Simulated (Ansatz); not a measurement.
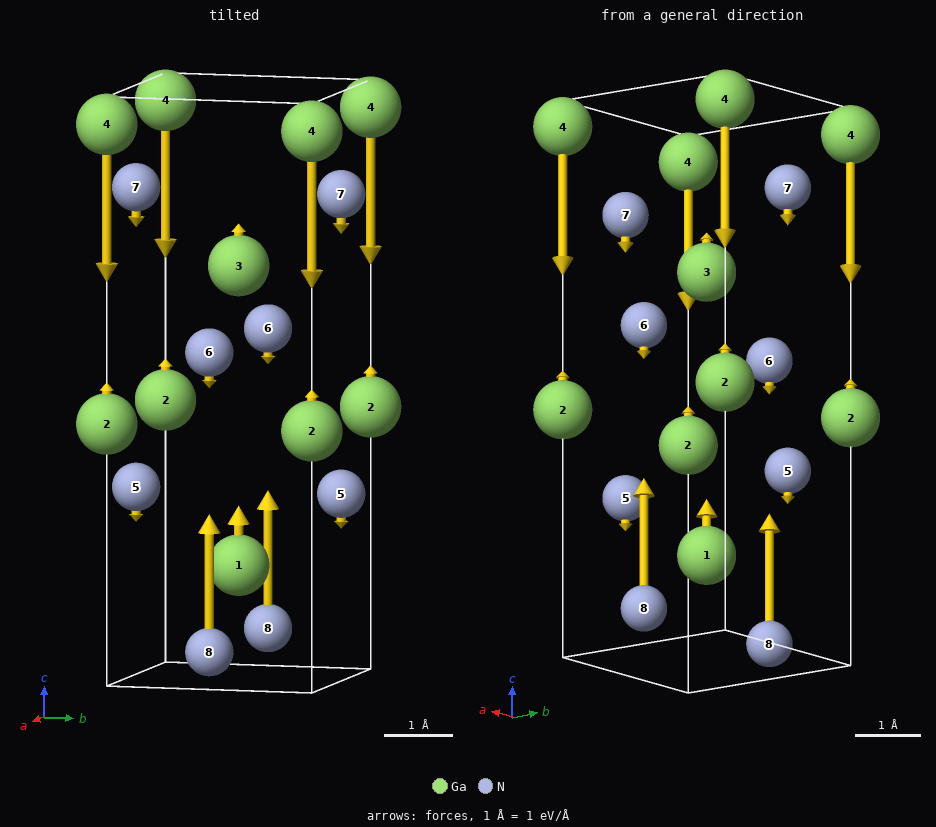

Crystal structure, spheres-only style, seen slightly off an axis and from a general direction. The simulation cell is drawn as a box. The arrows are the computed forces on the atoms.

System: GaN. The numbers come from DFT r2SCAN, scalar-relativistic, plane waves, PAW (Ansatz 0.2.0), using E_cut = 500 eV, Brillouin-zone sampling on an 8×8×3 mesh, Gaussian smearing of 0.05 eV, no spin polarisation.

Do the forces show a relaxed structure?

No. The atoms still feel forces of up to about 1.9 eV/Å, far above a usual threshold of 0.01 to 0.03 eV/Å.

The structure was taken from a structure listed in the Materials Project. The cell was then strained or its atoms displaced on purpose. Ansatz was used for an electronic-structure calculation on it.
